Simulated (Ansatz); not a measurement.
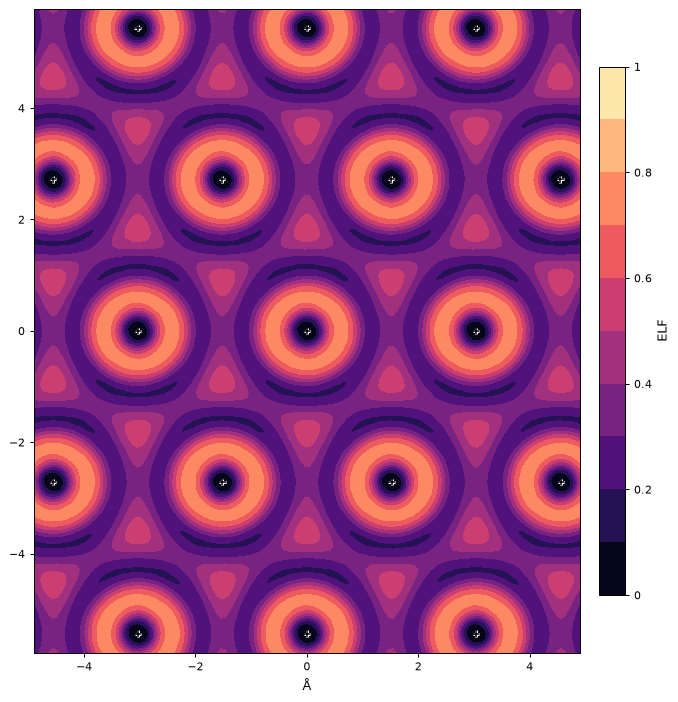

The ELF on a plane through atoms (crosses mark nuclei in the plane).

The calculation used DFT, BLYP, plane waves (420 eV) with PAW, scalar-relativistic in Ansatz.

Candidates:
A. Si, a = 4.77 Å, b = 4.77 Å, c = 2.64 Å, α = 90.00°, β = 90.00°, γ = 120.00°. Space group P6/mmm; set up as Si, omega (AlB2-type); a generated structure, not necessarily the stable one; changed on purpose from its base cell (volume × 1.04); computed pressure about −2 GPa in this cell.
B. Rh, a = 3.04 Å, b = 3.04 Å, c = 3.04 Å, α = 90.00°, β = 90.00°, γ = 90.00°. Space group Im-3m; set up as Rh, bcc; a generated structure, not necessarily the stable one; changed on purpose from its base cell (volume × 0.92); computed pressure about 20 GPa in this cell; computed without spin polarisation.
C. Ta, a = 3.04 Å, b = 5.43 Å, c = 10.47 Å, α = 90.00°, β = 90.00°, γ = 90.04°. Space group Fddd; set up as Ta, beta-Sn type; a generated structure, not necessarily the stable one; changed on purpose from its base cell (volume × 1.12); computed pressure about −16 GPa in this cell.

### Which system is this?

Candidate C: Ta on the (001) plane of the conventional cell, which holds Ta. Ta–Ta (3.04 Å): the ELF is about 0.35 at the midpoint. Ta–Ta (3.11 Å): the ELF is about 0.35 at the midpoint.
